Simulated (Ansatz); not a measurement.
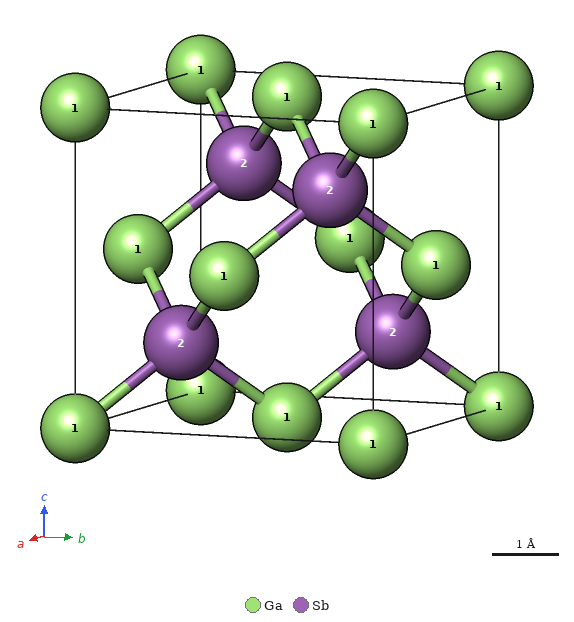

**Figure 1.** The structure (ball-and-stick view of the cell 4 times as large as that of the calculation, set on its symmetry axes, seen slightly off an axis; atoms are numbered from 1 in the order of the input). An atom can appear more than once, as a periodic image. Near neighbours in the periodic cell (some may lie outside the picture): Ga has 4 Sb at 2.15 Å; Sb has 4 Ga at 2.15 Å.

**Band-structure calculation, with input and output: GaSb**

The run: band-structure calculation of GaSb (F-43m, 2 atoms in the cell). Method and program: DFT, LDA, PAW with Ansatz's default frozen-core files, scalar-relativistic, no spin polarisation (Ansatz 0.2.0).

Its volume is 0.55 times that of the source entry. It belongs to a series of runs on one base structure; here: volume scaled by 0.55, PAW files. Figures and captions count atoms from 1; the log counts them from 0 in places.

**Input file**
```yaml
crystal:
  lattice:
    - [0.0, 2.4784221574, 2.4784221574]
    - [2.4784221574, 0.0, 2.4784221574]
    - [2.4784221574, 2.4784221574, 0.0]
  atoms:
    - { symbol: Ga, position: [0.0, 0.0, 0.0] }
    - { symbol: Sb, position: [0.25, 0.25, 0.25] }
kpoints:
  mp_grid: { grid: [11, 11, 11] }
  band_path:
    path:
      - [0.0, 0.0, 0.0]
      - [-0.5, -0.5, 0.0]
      - [-0.375, -0.375, 0.25]
      - [-0.375, 0.0, 0.375]
      - [0.0, 0.0, 0.0]
      - [0.0, 0.0, 0.5]
      - [-0.5, -0.25, 0.25]
      - [-0.5, -0.5, 0.0]
    npoints: 8
scf:
  occupations: { method: fermi_dirac, width: 0.1 }
hamiltonian:
  xc: lda
  pseudopotentials: { kind: paw }
output:
  forces: true
  stress: true
  eigenvalues: true
  populations: true
  dos: { projected: true, de: 0.2, e_range: [-14, 8] }
  write_density: true
  write_potential: true
  elf: true
  volumetric_format: npy
```

Hardware: 1 thread of Arm Neoverse V1, 24 GiB of memory available, shared host.

Launched with:
```bash
ansatz run input.yaml --threads 1 --pin off --max-ram 2048MiB --backend cpu --events-out ev --progress --plain --runs-dir out
```

**Output**
```
Engine: ansatz 0.2.0, aarch64-unknown-linux-gnu
Pseudopotentials: kind: paw
Pseudopotential: Ga, paw, valence charge 13, recommended cutoff 420 eV (normal), Ga.paw.azcp
Pseudopotential: Sb, paw, valence charge 15, recommended cutoff 420 eV (normal), Sb.paw.azcp
Functional definition: SPW92
  exchange = slater_x
  correlation = pw_c
Crystal: 2 atoms, lattice volume = 30.448 Å³
Basis set: ecut = 420 eV, 609 PW (Γ)
Bands: 18, of which v1, the nominal top of the filled ones, is band 14 counted from 1 (13 counted from 0)
Symmetry: 24 space group operations
Space group: F-43m (ITA 216), of the structure as read, at distance tolerance 3.1e-5 Å
k-points: 56 of 1331 (time reversal used)
Non-local potential: Ga, projectors of the file, l = 0: 2, l = 1: 2, l = 2: 3, l = 3: 1
Non-local potential: Sb, projectors of the file, l = 0: 2, l = 1: 2, l = 2: 2, l = 3: 2
PAW form: soft (Blöchl's): semilocal exchange-correlation on the pseudo side does not see the compensation charge
PAW frozen core: Ga, regenerated for the run's functional, and the local potential with it (the file was generated under x = pbe(κ = 0.804, μ = 0.2195149727645171), c = pbe(β = 0.06672455060314922))
PAW frozen core: Sb, regenerated for the run's functional, and the local potential with it (the file was generated under x = pbe(κ = 0.804, μ = 0.2195149727645171), c = pbe(β = 0.06672455060314922))
PAW one-centre angular grid: Ga, 590 points (default); XC on 64 Gauss nodes
PAW one-centre angular grid: Sb, 590 points (default); XC on 64 Gauss nodes
Initial density: superposition of atomic densities (neutral atoms: chi_scale 0, normalization atom), corrected by the library's trained network
Initial wavefunctions: pseudopotential atomic-orbital guess
Functional: x = slater, c = lda
SCF iter   1: F=—  HF=-10037.191753 eV  |F-HF|=—  |Δ(HF+E_count)|=         —  Δρ=8.61e-3  dr2=1.45e-2  ethr=1.77e-3  ⟨swp⟩=5.4  Hψ=4860  notcnv=0
preconditioner: auto → Kerker (q_TF=auto, 2.690 Å⁻¹)  [metal: Δε(μ)=0.118 eV  Ē_g=24.602 eV  σ=0.100 eV  W_gap=0.28  n_scr=14 (ndim 8)  ℏωp=35.6 eV  f_vac=0.000  D(μ)=0.25/eV (n_scr^D=0)]
SCF iter   2: F=—  HF=-10037.186358 eV  |F-HF|=—  |Δ(HF+E_count)|=   5.39e-3  Δρ=4.32e-3  dr2=4.65e-3  ethr=5.19e-5  ⟨swp⟩=2.5  Hψ=2076  notcnv=0
SCF iter   3: F=—  HF=-10037.184388 eV  |F-HF|=—  |Δ(HF+E_count)|=   1.97e-3  Δρ=1.04e-3  dr2=4.81e-4  ethr=1.66e-5  ⟨swp⟩=2.0  Hψ=1788  notcnv=0
SCF iter   4: F=—  HF=-10037.184265 eV  |F-HF|=—  |Δ(HF+E_count)|=   1.24e-4  Δρ=6.01e-4  dr2=5.50e-5  ethr=1.72e-6  ⟨swp⟩=2.0  Hψ=1511  notcnv=0
SCF iter   5: F=—  HF=-10037.184220 eV  |F-HF|=—  |Δ(HF+E_count)|=   4.42e-5  Δρ=1.89e-4  dr2=1.16e-5  ethr=1.96e-7  ⟨swp⟩=2.0  Hψ=1498  notcnv=0
SCF iter   6: F=—  HF=-10037.184219 eV  |F-HF|=—  |Δ(HF+E_count)|=   1.57e-6  Δρ=4.84e-5  dr2=7.30e-7  ethr=4.16e-8  ⟨swp⟩=2.2  Hψ=1544  notcnv=0
SCF iter   7: F=-10037.184219 eV  HF=-10037.184219 eV  |F-HF|=3.73e-9  |Δ(HF+E_count)|=   4.56e-8  Δρ=1.71e-5  dr2=8.02e-8  ethr=3.57e-10  ⟨swp⟩=6.5  Hψ=6453  notcnv=0
SCF 1 converged in 7 iterations: F = -10037.184219 eV  dr2 = 8.02e-8
  greatest PAW one-centre occupation: 1.000 electrons in one spin orbital (limit 2), on the Sb atom at site 1 (counted from 0), in its partial waves of l = 2
```

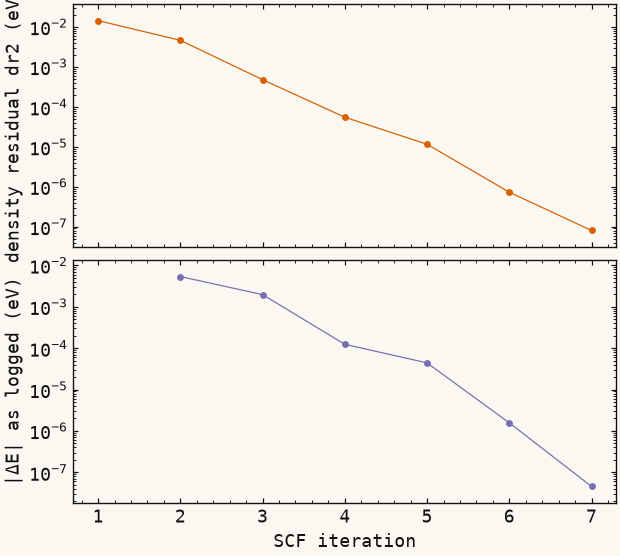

**Figure 2.** Convergence of the self-consistent field: density residual dr2 and size of the energy change against the SCF iteration. The residual falls at every step.

```
NSCF: frozen V_eff on 57 k-points
SCF converged after 7 iterations
Free energy (F): -10037.184219 eV
Harris-Foulkes:  -10037.184219 eV  (|F-HF|=3.73e-9)
Internal energy: -10037.176147 eV  (E = F + TS)
E sigma→0 (E₀):  -10037.180183 eV
Entropy (-TS):   -0.008071 eV (-4.036 meV/atom)
Fermi energy:    18.558013 eV
--- Per-component energies (eV) ---
  E_band       = -23.546001
  E_kinetic    = 350.779895
  E_local      = -3008.430593  (includes V_loc(G=0)·N_el)
  E_nonlocal   = 795.838098
  E_hartree    = 1456.278961
  E_xc         = -219.861193
  E_vxc        = -172.565607  (∫ρ·V_xc dr)
  E_paw        = -6335.941321  (= ΣΔE_a)
  E_vpaw       = -901.718149  (= ΣTr[D̂ρ^β])
  E_aug_tail   = -0.000104  (compensation charges beyond the density's cutoff)
  E_ewald      = -3078.127195
  E_core_change = 2.287303  (= ΣΔE_core)
  E_smearing   = -0.008071  (= −TS)
  E_closure    = -0.000000  (closes the sum)
  Σ components = -10037.184219   (vs F -10037.184219, Δ=0.00e0)
--- Forces (eV/Å), atoms counted from 1 ---
  atom   1  Ga     0.00000000    -0.00000000     0.00000000
  atom   2  Sb    -0.00000000    -0.00000000    -0.00000000
  max |Σ_I F_I| component: 9.25e-17 eV/Å
--- Stress (GPa, compression-positive) ---
      130.224136      -0.000000      -0.000000
       -0.000000     130.224136       0.000000
       -0.000000       0.000000     130.224136
  P = ⅓ Tr σ = 130.2241 GPa (1302.241 kbar)
--- Band table (eV; the first three rows and the last of 56) ---
  k-point 0: bands = ["-12.1126", "-12.1126", "-12.1126", "-11.9525", "-11.9525", "0.8622", "0.8622", "0.8622", "1.0552", "1.1253", "1.1253", "19.1817", "19.1817", "19.1817", "21.2525", "21.2525", "21.2525", "23.6925"]
  k-point 1: bands = ["-12.1124", "-12.1101", "-12.1101", "-11.9515", "-11.9515", "0.7837", "0.8691", "0.8691", "1.1230", "1.1230", "1.2840", "17.3381", "18.6978", "18.6978", "21.6992", "21.8029", "21.8029", "24.4494"]
  k-point 2: bands = ["-12.1122", "-12.1037", "-12.1037", "-11.9487", "-11.9487", "0.7048", "0.8868", "0.8868", "1.1176", "1.1176", "1.8153", "14.6368", "17.9051", "17.9051", "21.5669", "22.5995", "22.5995", "25.3457"]
  k-point 55: bands = ["-12.1094", "-12.0938", "-12.0485", "-11.9597", "-11.9190", "0.5759", "0.9419", "1.0153", "1.0700", "1.1168", "7.0476", "8.6895", "11.1621", "12.3849", "22.0828", "23.8943", "25.0196", "25.1506"]
--- Löwdin populations: 2 sites ---
  site symbol       q [e]
     0     Ga     13.5691
     1     Sb     14.3646
  spilling = 0.002369 (of n_electrons = 28.000000)
```

**File populations.tsv**
```
# site	symbol	l	j	q
# orbitals = lowdin
# n_electrons = 28.000000
# spilling = 0.002369
0	Ga	0_4S	-	1.024566
0	Ga	1_4P	-	2.592450
0	Ga	2_3D	-	9.952097
1	Sb	0_5S	-	1.086151
1	Sb	1_5P	-	3.308098
1	Sb	2_4D	-	9.970305
```

**File rho_z.tsv**
```
# z_ang	rho[e/angstrom^3]
# format = ansatz-planar-average/11
# lattice	0.000000000	2.478422157	2.478422157
# lattice	2.478422157	0.000000000	2.478422157
# lattice	2.478422157	2.478422157	0.000000000
# sites	2
# site	31	0.000000000	0.000000000	0.000000000
# site	51	1.239211079	1.239211079	1.239211079
0.000000	1.941462e0
0.146042	1.850733e0
0.292085	1.579961e0
0.438127	1.418934e0
0.584170	1.454596e0
0.730212	1.565130e0
0.876255	1.588694e0
1.022297	1.447746e0
1.168339	1.175879e0
1.314382	8.677427e-1
1.460424	6.081022e-1
1.606467	4.312062e-1
1.752509	3.269223e-1
1.898552	2.695323e-1
2.044594	2.381261e-1
2.190636	2.227822e-1
2.336679	2.208370e-1
2.482721	2.332733e-1
2.628764	2.646681e-1
2.774806	3.285273e-1
2.920849	4.624811e-1
3.066891	7.321503e-1
3.212933	1.173554e0
3.358976	1.667525e0
```

**File v_z.tsv**
```
# z_ang	v_es[eV]	v_tot[eV]
# format = ansatz-planar-average/11
# xc	lda
# density_cutoff_ev	1680
# datasets	Ga=:simpson_from_first_knot:soft:shift=-2981024	Sb=:simpson_from_first_knot:soft:shift=-2821947
# lattice	0.000000000	2.478422157	2.478422157
# lattice	2.478422157	0.000000000	2.478422157
# lattice	2.478422157	2.478422157	0.000000000
# sites	2
# site	31	0.000000000	0.000000000	0.000000000
# site	51	1.239211079	1.239211079	1.239211079
0.000000	5.343313e0	-8.144914e0
0.146042	4.136518e0	-9.799347e0
0.292085	3.375554e0	-1.090227e1
0.438127	3.082173e0	-1.139423e1
0.584170	3.246725e0	-1.126023e1
0.730212	3.851901e0	-1.051903e1
0.876255	4.845451e0	-9.239644e0
1.022297	6.082107e0	-7.579596e0
1.168339	7.342669e0	-5.766205e0
1.314382	8.519178e0	-3.930546e0
1.460424	9.722463e0	-2.010935e0
1.606467	1.106239e1	3.193914e-2
1.752509	1.253306e1	2.119620e0
1.898552	1.402495e1	4.094144e0
2.044594	1.530811e1	5.707357e0
2.190636	1.611232e1	6.682569e0
2.336679	1.621973e1	6.795048e0
2.482721	1.560739e1	6.018514e0
2.628764	1.450358e1	4.582289e0
2.774806	1.317669e1	2.764542e0
2.920849	1.177814e1	7.526877e-1
3.066891	1.027768e1	-1.419095e0
3.212933	8.617019e0	-3.740145e0
3.358976	6.900019e0	-6.059700e0
```

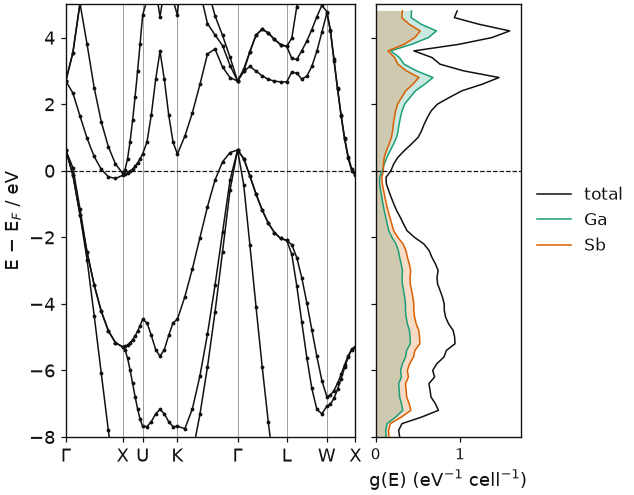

**Figure 3.** Band structure along Γ–X–U–K–Γ–L–W–X and density of states (projected on Löwdin-orthogonalised atomic shells), with energies from the Fermi level. Bands cross the Fermi level: a metal at this level of theory.

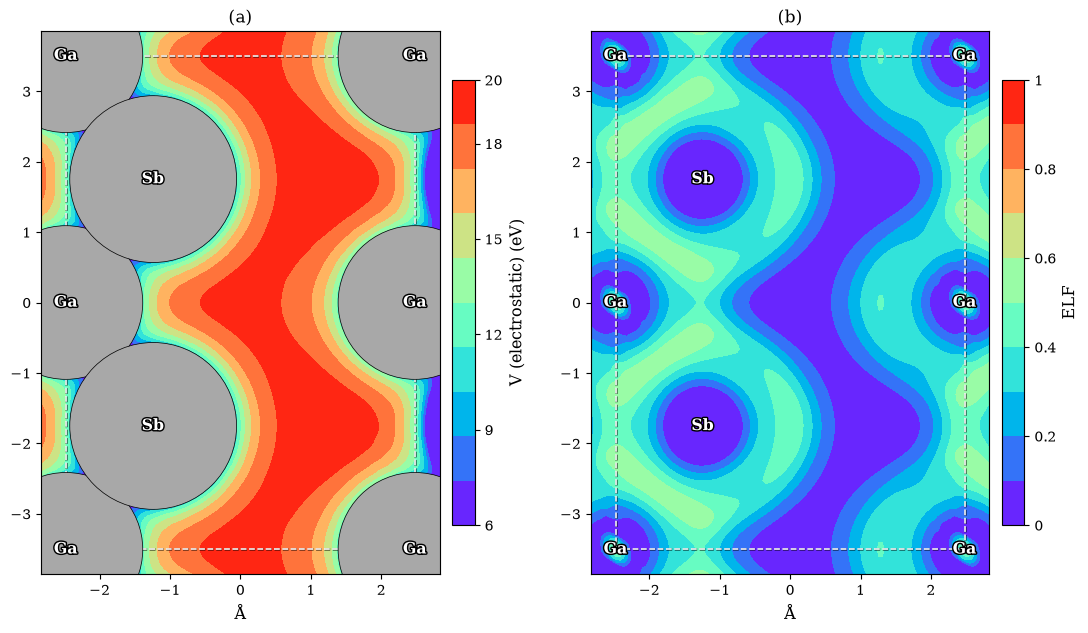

**Figure 4.** (a) electrostatic potential energy of an electron; (b) electron localisation function on the (011) plane of the conventional cell. Grey discs, where drawn, cover atomic cores. The strong features right at Ga lie inside the PAW spheres (semicore, d or f shells) and say nothing about bonding. Outside the cores the potential energy rises away from the atoms and is highest about 2.1 Å from the nearest atoms; outside the discs it spans about 13 eV, and its zero is arbitrary. In a PAW calculation such maps are meaningful between the atoms, not at the nuclei.

**Summary**

- outcome: converged
- space group (tolerance 0.01 Å): F-43m (216)
- electrons treated: 28
- free energy: −10037.1842 eV
- Fermi energy: 18.558 eV
- pressure: 130.22 GPa
- electronic character: metal
- largest force (length of the vector): under 0.001 eV/Å
- wall time: 6.3 s
- peak memory: 0.32 GiB

**Remarks**

The cell is under a pressure of 130 GPa at this level, so it is not at its equilibrium volume.
